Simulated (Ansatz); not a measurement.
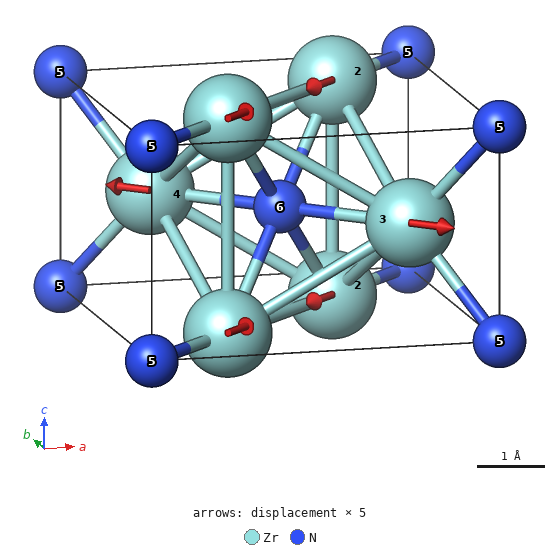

This is a relaxation of solid Zr$_{2}$N (set up in P4_2/mnm). The starting structure is drawn; red arrows show the displacements (the part carried along by the change of the cell is left out), magnified 5 times.

Style: ball-and-stick. Shown: the cell of the calculation, slightly off an axis.

Case: relaxed kmesh: [1, 1, 2] Gamma-centred.

The calculation used DFT PBEsol, scalar-relativistic, plane waves, PAW (Ansatz). Settings: plane-wave cutoff 420 eV; k-point mesh 1 × 1 × 2; occupations gaussian; smearing width 0.1 eV; no spin polarisation; cell and atoms relaxed; force threshold 0.01 eV/Å; at most 60 steps.

### Atoms of which element are displaced furthest, and by how much?

Zirconium: up to 0.16 Å, against 0.00 Å for nitrogen.

### Describe the change and its energy.

The largest moves relative to the cell, 0.16 Å, are those of Zr atoms. N stays in place. The drawn cell changes as follows: a = b 5.413 → 5.596 Å (+3.4 %), c 3.308 → 3.162 Å (−4.4 %); the volume changes by +2.2 %. Some distances before and after: N–Zr 2.267 → 2.501 Å, Zr–Zr 3.121 → 2.911 Å, Zr–Zr 3.308 → 3.162 Å, N–Zr 2.274 → 2.149 Å. The space group stays P4_2/mnm (No. 136). The energy falls by 123 meV per atom in 6 accepted moves (9 points after the start). Largest force component: 0.78 eV/Å at the start, 0.0059 eV/Å at the end. Pressure: −1.93 GPa at the start and −0.01 GPa at the end. The line search rejected the trial step at point 3 of the run. The SCF was repeated twice at an unchanged geometry on a basis and grid sized afresh for the cell, which shifted the energy by 1.2 meV per atom at most.

Limits of the set-up: the k-point mesh is coarse for a cell with partly filled bands.
